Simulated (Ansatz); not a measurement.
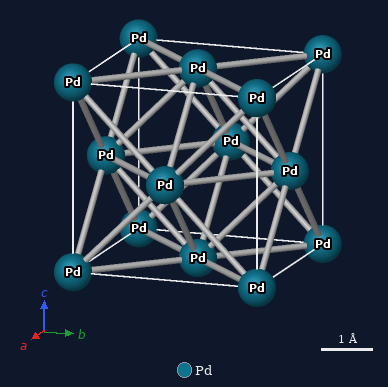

Structure drawing (ball-and-stick), viewed slightly off an axis. Thin lines show the conventional unit cell, with boundary atoms drawn in all their periodic places.

Question: Count the atoms in the cell.

Answer: 4 (palladium), counting shared atoms by their share.

Question: What are the crystal system and the lattice centring?

Answer: Face-centred cubic.

Question: Identify the space group.

Answer: Fm-3m (No. 225), with Pd on 4a.

Question: Which prototype does it follow?

Answer: Face-centred cubic (Cu type).

Question: How far does the bonding extend?

Answer: The bonds build a three-dimensional framework.

The starting point was the standard structure of this element. The cell was then strained or its atoms displaced on purpose. It was the input of a calculation with Ansatz.
